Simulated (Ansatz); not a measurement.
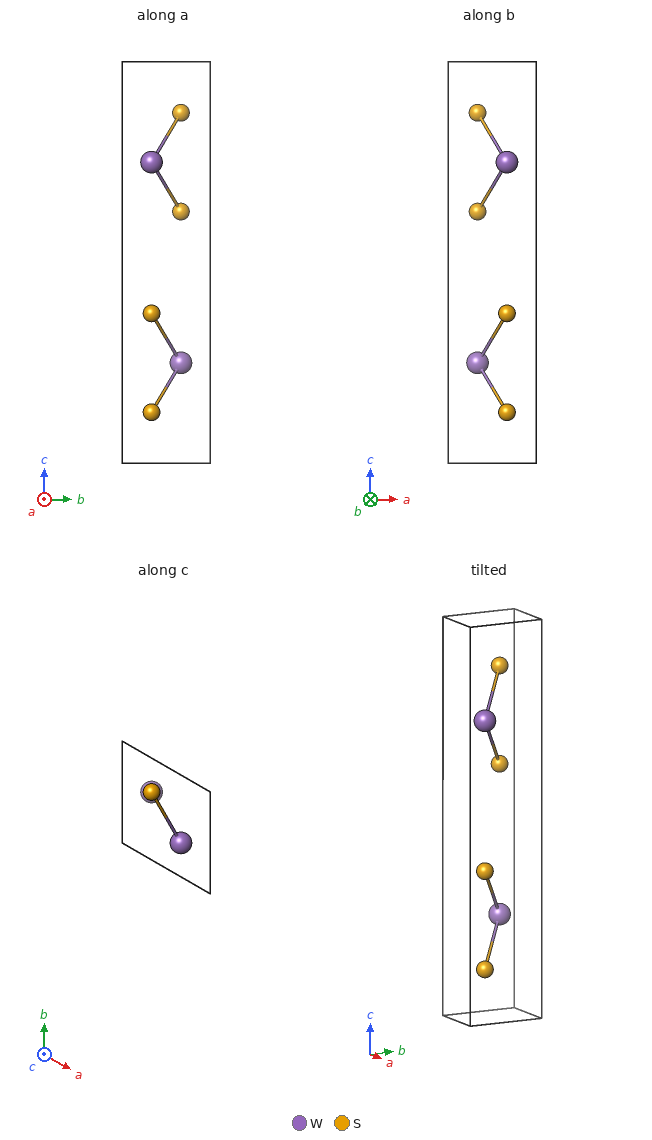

View along the a axis, along the b axis, along the c axis and slightly off an axis, drawn as a ball-and-stick model. Thin lines show the conventional unit cell, with boundary atoms drawn in all their periodic places.

Lattice parameters: a = 3.2016 Å, b = 3.2016 Å, c = 12.6160 Å, α = 90.000°, β = 90.000°, γ = 120.000°.

Reconstruct the structure as a CIF with its space group and independent sites, with free fractional coordinates to two decimals.

Answer.
```cif
data_structure
_symmetry_space_group_name_H-M 'P 63/m m c'
_symmetry_Int_Tables_number 194
_cell_length_a 3.2016
_cell_length_b 3.2016
_cell_length_c 12.6160
_cell_angle_alpha 90.000
_cell_angle_beta 90.000
_cell_angle_gamma 120.000
_cell_volume 111.99
loop_
_atom_site_label
_atom_site_type_symbol
_atom_site_symmetry_multiplicity
_atom_site_Wyckoff_symbol
_atom_site_fract_x
_atom_site_fract_y
_atom_site_fract_z
_atom_site_occupancy
W1 W 2 c 0.3333 0.6667 0.25 1
S1 S 4 f 0.6667 0.3333 0.37 1
```

The cell started as a structure type filled with these elements by a generator (whether the compound takes this form wasn't checked). The cell was then strained or its atoms displaced on purpose. It was run through Ansatz as a DFT input.
